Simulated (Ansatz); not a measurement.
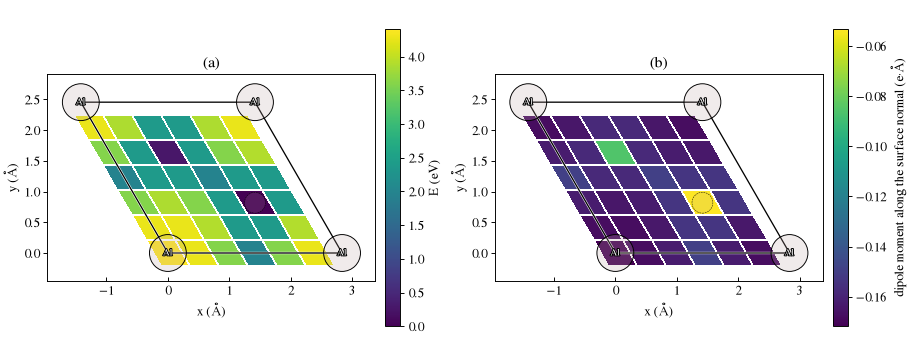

N on an Al(001) slab cut from the P6_3/mmc phase, its upper half relaxed before the scan (9 atoms of substrate and one adsorbate in a 1 × 1 cell). N is moved over the surface cell; relaxed at each place: the height of the adsorbate's atoms; substrate rigid; the origin of the map has the adsorbate above Al9. Places are given modulo a cell vector. The map is drawn in real space over the plane of the surface. The scan uses a 6 × 6 grid; 10 points were computed and 26 follow by symmetry. All energies are given in eV relative to the lowest grid point. With one adsorbate in each 1 × 1 cell, its nearest image is 2.8 Å away, so neighbouring adsorbates interact. Computed with DFT PBEsol, scalar-relativistic, plane waves, PAW (Ansatz). Settings: cutoff 420 eV, k-mesh 12×12×1, gaussian smearing 0.1 eV, no spin polarisation.

Panel (a) is the energy and panel (b) the computed dipole moment along the surface normal on the same grid.

In the figure: one coloured cell a grid point, labelled circles for the atoms of the top layer and small ones for the second layer, the outline of one cell of the plane.

Q: How does the dipole moment along the surface normal vary over the map, and what is it at the lowest grid point?

A: It runs from −0.17 e·Å at the top site over a surface Al atom, (0/6, 0/6) of the cell vectors to −0.05 e·Å at a threefold hollow over a second-layer Al atom, (4/6, 2/6) of the cell vectors. At the lowest grid point, a threefold hollow over a second-layer Al atom, (4/6, 2/6) of the cell vectors, it is −0.05 e·Å.

PAW datasets: the set soft_1.
